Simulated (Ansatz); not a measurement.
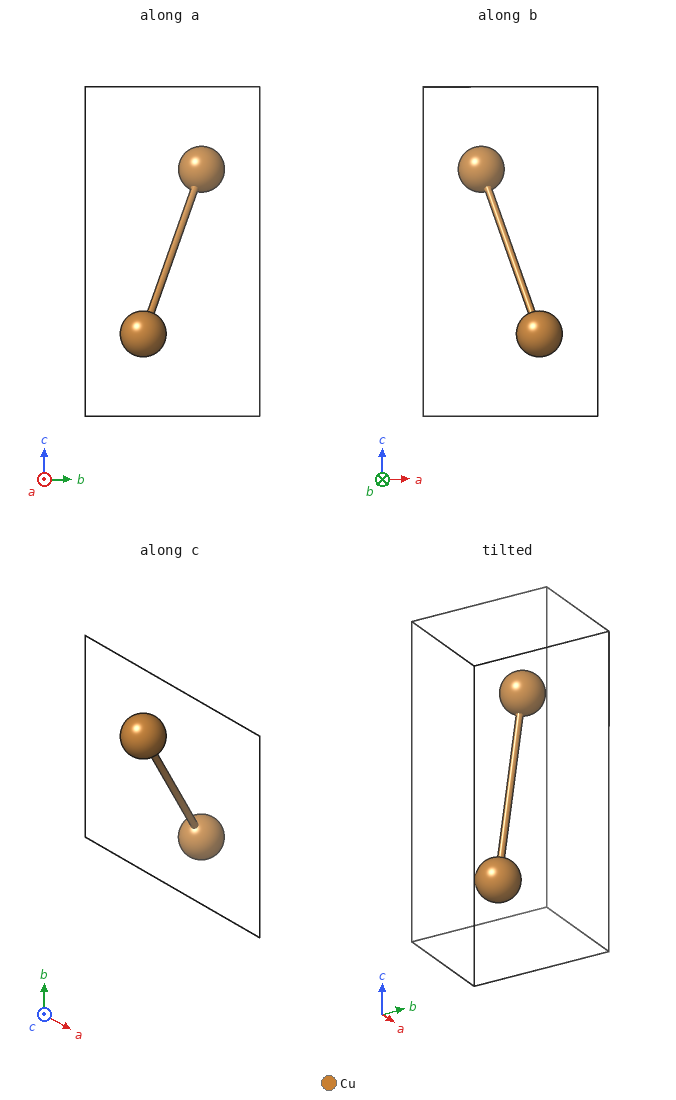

The image is a ball-and-stick drawing of a crystal, viewed along the a axis, along the b axis, along the c axis and slightly off an axis. The unit cell is drawn as a box.

Lattice parameters: a = 2.6895 Å, b = 2.6900 Å, c = 4.3950 Å, α = 90.002°, β = 89.996°, γ = 119.995°.

### Transcribe the picture into a CIF in P1 with every atom of the cell.

```cif
data_structure
_symmetry_space_group_name_H-M 'P 1'
_symmetry_Int_Tables_number 1
_cell_length_a 2.6895
_cell_length_b 2.6900
_cell_length_c 4.3950
_cell_angle_alpha 90.002
_cell_angle_beta 89.996
_cell_angle_gamma 119.995
_cell_volume 27.54
loop_
_atom_site_label
_atom_site_type_symbol
_atom_site_fract_x
_atom_site_fract_y
_atom_site_fract_z
_atom_site_occupancy
Cu1 Cu 0.3329 0.6671 0.7500 1
Cu2 Cu 0.6659 0.3329 0.2500 1
```

Origin of the cell: a structure type filled with this element by a generator (whether the element takes this form wasn't checked). Earlier steps of the study may have refined or changed the cell and positions. It was run through Ansatz as a DFT input.

At this level of theory the cell isn't at rest (stretched, at -11 GPa), so its distances can differ from those at equilibrium, the more so the softer the solid.
